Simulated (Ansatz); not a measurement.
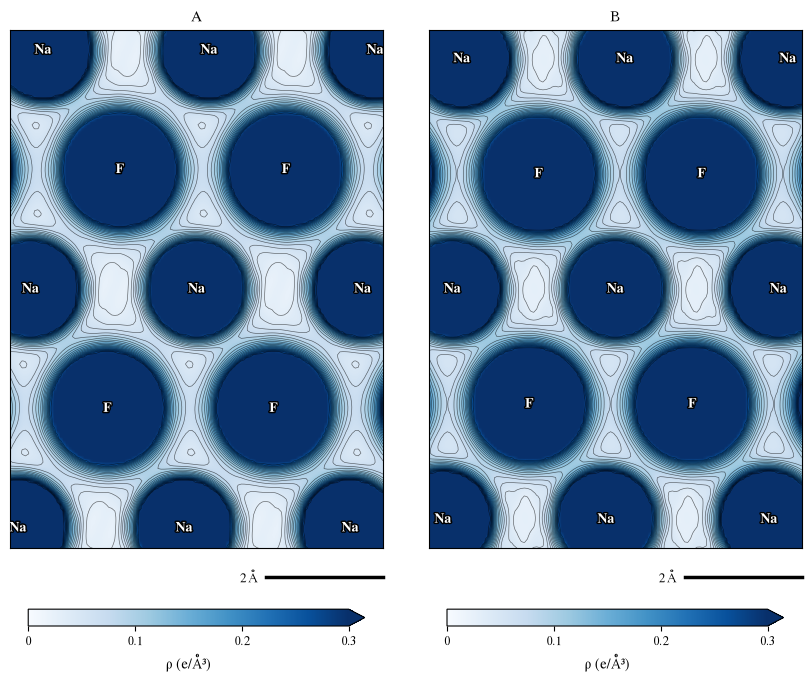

NaF. The valence electron density of two cells that differ in size and shape, on the (101̄) plane of each (indices in the axes of the calculation cell), at one length scale and on one colour scale; one has 10.9 and the other 11.5 Å³ an atom.

Computed with Ansatz 0.2.0, DFT, HSE06, plane waves, PAW.

The density is the valence pseudo-density of a PAW calculation; it isn't the true density close to the nuclei.

The larger cell:

```
Na F
1.0
     2.84647    0.05298    0.05298
     0.05298    2.84647    0.05298
     0.05298    0.05298    2.84647
Na F
1 1
Direct
  0.00000 0.00000 0.00000
  0.50000 0.50000 0.50000
```

The smaller cell: a = 2.795 Å, b = 2.795 Å, c = 2.793 Å, α = 90.00°, β = 90.00°, γ = 86.69°.

### Which panel shows the smaller cell, and what does the compression change?

Panel B is the smaller cell, by 5 % in volume. From the larger cell to the smaller, Na–F goes from 2.43 to 2.37 Å, and the density at its midpoint from 0.11 to 0.13 e/Å³; the pressure goes from −1.1 to 2.0 GPa; the Kohn–Sham gap goes from 8.0 eV to 8.3 eV.
